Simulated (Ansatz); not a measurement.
Zn24O23 (cell with a defect)

The calculation's input:

```
crystal:
  lattice:
    - [-3.2793907958, 5.6800714764, 5.2932332175]
    - [-3.2793907959, -5.6800714763, 5.2932332175]
    - [6.5587815918, -1.0e-10, 5.2932332175]
  atoms:
    - { symbol: Zn, position: [0.3335348034, 0.6668681368, 0.5002014701] }
    - { symbol: Zn, position: [0.6668681368, 0.5002014701, 0.3335348034] }
    - { symbol: Zn, position: [0.0002014701, 0.8335348034, 0.6668681368] }
    - { symbol: Zn, position: [0.1668681368, 0.5002014701, 0.8335348034] }
    - { symbol: Zn, position: [0.5002014701, 0.8335348034, 0.1668681368] }
    - { symbol: Zn, position: [0.1668681368, 0.0002014701, 0.3335348034] }
    - { symbol: Zn, position: [0.5002014701, 0.3335348034, 0.6668681368] }
    - { symbol: Zn, position: [0.8335348034, 0.6668681368, 0.0002014701] }
    - { symbol: Zn, position: [0.8335348034, 0.1668681368, 0.5002014701] }
    - { symbol: Zn, position: [0.3335348034, 0.1668681368, 0.0002014701] }
    - { symbol: Zn, position: [0.6668681368, 0.0002014701, 0.8335348034] }
    - { symbol: Zn, position: [0.0002014701, 0.3335348034, 0.1668681368] }
    - { symbol: Zn, position: [0.3335348034, 0.5002014701, 0.1668681368] }
    - { symbol: Zn, position: [0.6668681368, 0.3335348034, 0.0002014701] }
    - { symbol: Zn, position: [0.0002014701, 0.6668681368, 0.3335348034] }
    - { symbol: Zn, position: [0.1668681368, 0.3335348034, 0.5002014701] }
    - { symbol: Zn, position: [0.5002014701, 0.6668681368, 0.8335348034] }
    - { symbol: Zn, position: [0.1668681368, 0.8335348034, 0.0002014701] }
    - { symbol: Zn, position: [0.5002014701, 0.1668681368, 0.3335348034] }
    - { symbol: Zn, position: [0.8335348034, 0.5002014701, 0.6668681368] }
    - { symbol: Zn, position: [0.8335348034, 0.0002014701, 0.1668681368] }
    - { symbol: Zn, position: [0.3335348034, 0.0002014701, 0.6668681368] }
    - { symbol: Zn, position: [0.6668681368, 0.8335348034, 0.5002014701] }
    - { symbol: Zn, position: [0.0002014701, 0.1668681368, 0.8335348034] }
    - { symbol: O, position: [0.7932351966, 0.6265685299, 0.4599018632] }
    - { symbol: O, position: [0.1265685299, 0.9599018632, 0.7932351966] }
    - { symbol: O, position: [0.2932351966, 0.6265685299, 0.9599018632] }
    - { symbol: O, position: [0.6265685299, 0.9599018632, 0.2932351966] }
    - { symbol: O, position: [0.2932351966, 0.1265685299, 0.4599018632] }
    - { symbol: O, position: [0.6265685299, 0.4599018632, 0.7932351966] }
    - { symbol: O, position: [0.9599018632, 0.7932351966, 0.1265685299] }
    - { symbol: O, position: [0.9599018632, 0.2932351966, 0.6265685299] }
    - { symbol: O, position: [0.4599018632, 0.2932351966, 0.1265685299] }
    - { symbol: O, position: [0.7932351966, 0.1265685299, 0.9599018632] }
    - { symbol: O, position: [0.1265685299, 0.4599018632, 0.2932351966] }
    - { symbol: O, position: [0.4599018632, 0.6265685299, 0.2932351966] }
    - { symbol: O, position: [0.7932351966, 0.4599018632, 0.1265685299] }
    - { symbol: O, position: [0.1265685299, 0.7932351966, 0.4599018632] }
    - { symbol: O, position: [0.2932351966, 0.4599018632, 0.6265685299] }
    - { symbol: O, position: [0.6265685299, 0.7932351966, 0.9599018632] }
    - { symbol: O, position: [0.2932351966, 0.9599018632, 0.1265685299] }
    - { symbol: O, position: [0.6265685299, 0.2932351966, 0.4599018632] }
    - { symbol: O, position: [0.9599018632, 0.6265685299, 0.7932351966] }
    - { symbol: O, position: [0.9599018632, 0.1265685299, 0.2932351966] }
    - { symbol: O, position: [0.4599018632, 0.1265685299, 0.7932351966] }
    - { symbol: O, position: [0.7932351966, 0.9599018632, 0.6265685299] }
    - { symbol: O, position: [0.1265685299, 0.2932351966, 0.9599018632] }
  host:
    lattice:
      - [3.2793907959, 0.0, 0.0]
      - [-1.6396953979, 2.8400357382, 0.0]
      - [0.0, 0.0, 5.2932332175]
    atoms:
      - { symbol: Zn, position: [0.6666666667, 0.3333333333, 0.5006044103] }
      - { symbol: Zn, position: [0.3333333333, 0.6666666667, 0.0006044103] }
      - { symbol: O, position: [0.6666666667, 0.3333333333, 0.8797055897] }
      - { symbol: O, position: [0.3333333333, 0.6666666667, 0.3797055897] }
basis:
  ecutwfc: 420
  xc_grid: 2
kpoints:
  mp_grid: { grid: [3, 3, 3], shift: [0.0, 0.0, 0.0] }
hamiltonian:
  xc: pbe
scf:
  occupations: { method: gaussian, width: 0.01 }
output:
  forces: true
  stress: false
  eigenvalues: true
  charged_corrections:
    defect_position: [0.45990186, 0.7932352, 0.62656853]
    epsilon: [[10.5527, 0.0, 0.0], [0.0, 10.5527, 0.0], [0.0, 0.0, 11.5861]]
  write_density: true
  write_potential: true
  elf: true
  volumetric_format: npy
relax:
  adjacent_minimum: "off"
  f_tol: 0.025
  max_steps: 45
```

Run with:

```sh
ansatz run input.yaml --threads 4 --pin off --max-ram 10240MiB --backend cpu --events-out ev --progress --plain --runs-dir out
```

The fields are those of the run's last geometry, not of the input's.

Method: DFT PBE, scalar-relativistic, plane waves, PAW (Ansatz).

In a PAW calculation such maps are meaningful between the atoms, not at the nuclei.

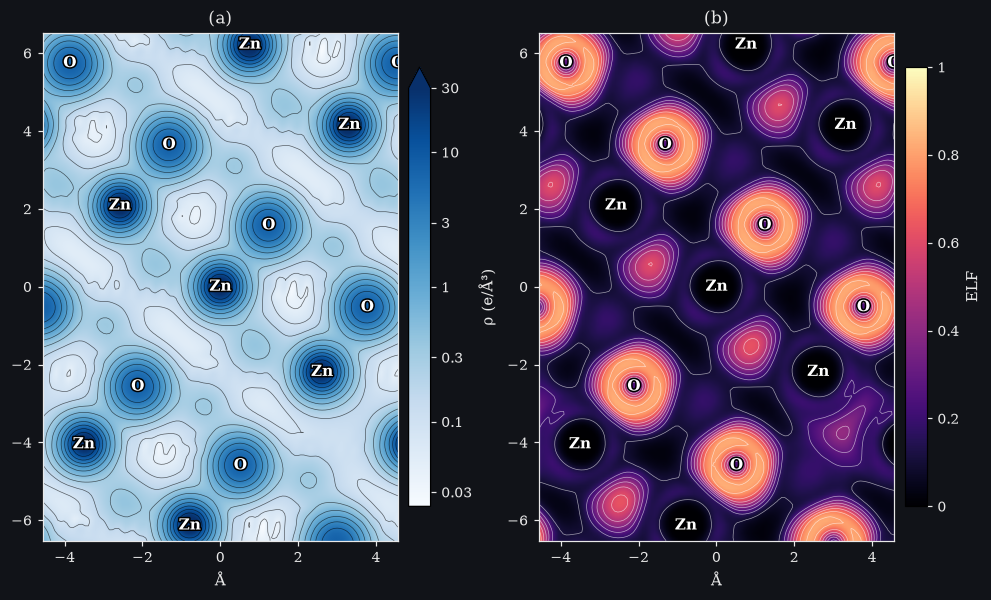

Figure 1. (a) valence pseudo-density; (b) ELF on the (101̄) plane of the calculation cell.

Q: What does the map show?

A:
- The plane passes through Zn and O nuclei.
- Atoms just off the plane (Zn, 0.9 Å away and O, 0.9 Å away) can leave unmarked features too.
- Zn–O (2.01 Å): the density is about 0.56 e/Å³ at the midpoint; the ELF peaks at about 0.85 in the valence shell of O, 0.6 Å from its nucleus, and is about 0.25 at the midpoint (no shared electron pair shows on this line).
- Between the atoms the lowest density in this plane is 0.02 e/Å³.

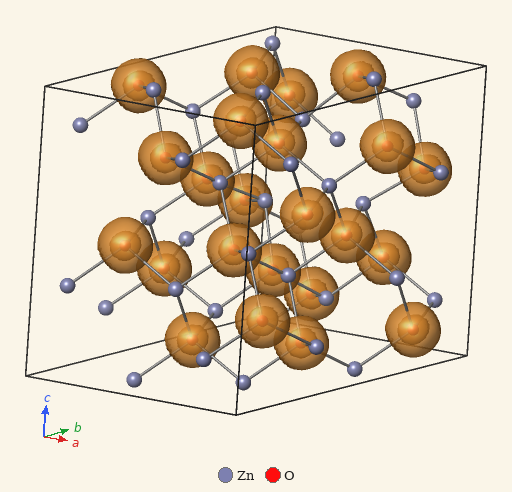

Figure 2. Isosurface of the electron localisation function at 0.75 (orange), seen at an oblique angle. Only the valence region is drawn (cores and ρ < 0.01 e/Å³ removed). Sticks mark near contacts.

Q: Identify the bonds, lone pairs and shells in this picture.

A: The ELF exceeds this value in 23 regions wrapped around O (the valence shell of each), counted in one cell of 47 atoms. Regions shared between cells count once. Along the contacts the grid gives the following. Zn–O (2.00 Å): the ELF peaks at about 0.85 in the valence shell of O, 0.6 Å from its nucleus, and is about 0.25 at the midpoint (no shared electron pair shows on this line).

Q: Does the calculation make it a metal, or give it a gap?

A: It is gapped, with a Kohn–Sham gap of 1.5 eV on the k-point mesh (the band edges may lie off the mesh, which would make the gap smaller).
